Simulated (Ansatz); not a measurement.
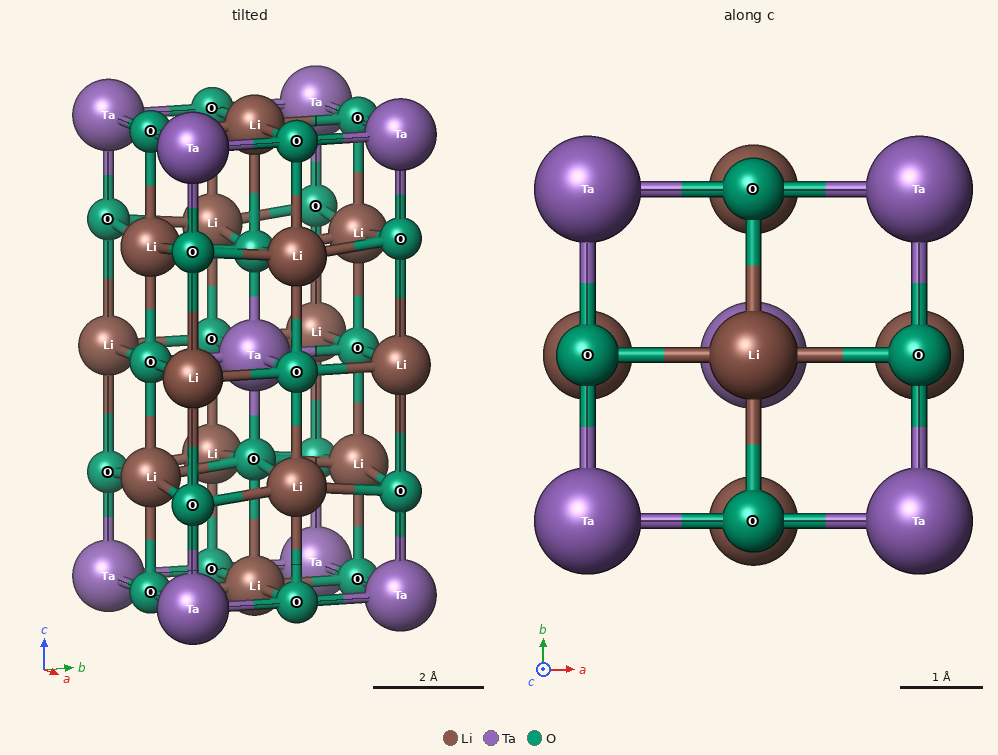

View slightly off an axis and along the c axis, drawn as a ball-and-stick model. The conventional unit cell is outlined; an atom on or near a face, edge or corner is repeated at each equivalent position. Cell: a = 4.08 Å, b = 4.08 Å, c = 8.51 Å, α = 90.00°, β = 90.00°, γ = 90.00°.

The initial geometry was a structure listed in the Materials Project. Earlier steps of the study may have refined or changed the cell and positions. It was run through Ansatz as a DFT input.

### Describe the crystal.

The structure is one of Li$_{3}$TaO$_{4}$. The structure has I4/mmm (No. 139) symmetry and a body-centred tetragonal lattice. Cell content 6 Li, 2 Ta, 8 O; Z = 2. About every Li there are six O in a distorted octahedral arrangement at about 2.0 to 2.3 Å. Each Ta atom is coordinated by six O in a distorted octahedral arrangement at about 1.9 to 2.0 Å. O takes two kinds of site: 4c with four Li and two Ta in an octahedral arrangement (about 2.0 to 2.1 Å to Li, 2.0 Å to Ta); 4e with five Li and one Ta in a distorted octahedral arrangement (about 2.1 to 2.3 Å to Li, 1.9 Å to Ta). With all bonds counted the structure is a three-dimensional framework. Leaving out the bonds to Li, what remains is TaO4 layers parallel to (001).

All computed values are from DFT PBEsol, scalar-relativistic, plane waves, PAW (Ansatz). Settings: plane-wave cutoff 420 eV, k-points about 0.22 Å⁻¹ apart, Gaussian smearing of 0.02 eV, no spin polarisation.

### What does the calculation say: metal or gapped?

A semiconductor at this level, with a gap of 1.57 eV, indirect.

### How charged are the atoms, by the Bader scheme?

Li +0.88 e; Ta +2.82 e; O -1.37 e.

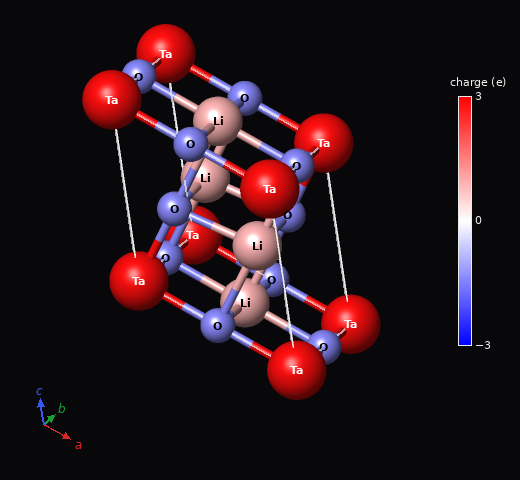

The atoms coloured by those charges. The run's cell of 8 atoms is drawn in a reduced setting, so axes and origin can differ from the first picture.

### Is this the optimised geometry for these settings?

Yes. All forces vanish to within 0.01 eV/Å. The pressure is 0.0 GPa, close to zero.
